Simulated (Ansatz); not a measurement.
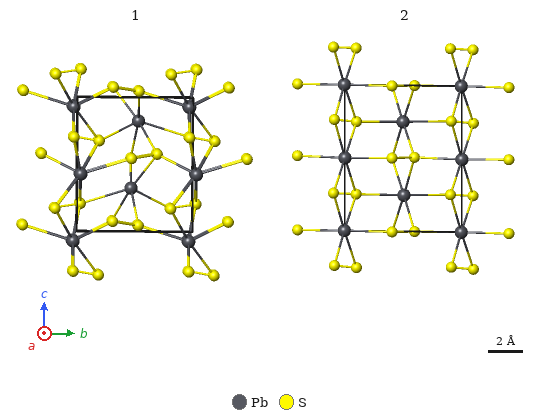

Two geometries of a crystal of PbS$_{2}$ (built on the MgF2-58 type type), drawn at one scale. One is the start of a relaxation, the other its converged end. Style: ball-and-stick. Shown: the cell of the calculation, along the a axis.

Level of theory: DFT, PBEsol, plane waves, PAW (Ansatz 0.2.0). Set-up: plane-wave cutoff 420 eV; k-point mesh 4 × 4 × 2; occupations fermi dirac; smearing width 0.05 eV; no spin polarisation; cell and atoms relaxed; force threshold 0.01 eV/Å; at most 120 steps.

Which geometry has the lower energy?

Answer. Structure 1 is the relaxed one. Case: shaken. The energy falls by 49.4 meV per atom in 11 accepted moves (15 points after the start). The largest force component goes from 0.84 to 0.0054 eV/Å. The pressure goes from −0.25 to 0.01 GPa. The line search rejected the trial steps at points 7, 11, 13 of the run. At 1 point the geometry stayed and the basis and grid were re-selected for the new cell (energy shift of 0.2 meV per atom at most each time). The largest moves relative to the cell, 0.94 Å, are those of S atoms. Largest moves by element: S 0.94 Å, Pb 0.70 Å. Cell: a 5.388 → 5.141 Å (−4.6 %), b 6.992 → 6.915 Å (−1.1 %), c 8.730 → 8.023 Å (−8.1 %), α 90.8° → 90.0°, β 88.7° → 90.0°, γ 91.3° → 90.0°. Volume −13.2 %. Some distances before and after: Pb–S 2.898 → 3.171 Å, Pb–S 3.077 → 2.870 Å, Pb–S 2.973 → 3.171 Å, Pb–S 3.029 → 3.171 Å. Among the angles between lasting bonds that change: Pb–S–Pb 111.9° → 146.9°, Pb–S–Pb 112.7° → 146.9°, Pb–S–Pb 114.4° → 146.9°. The space group (tolerance 0.01 Å) goes from P1 (No. 1) to P2_12_12_1 (No. 19).
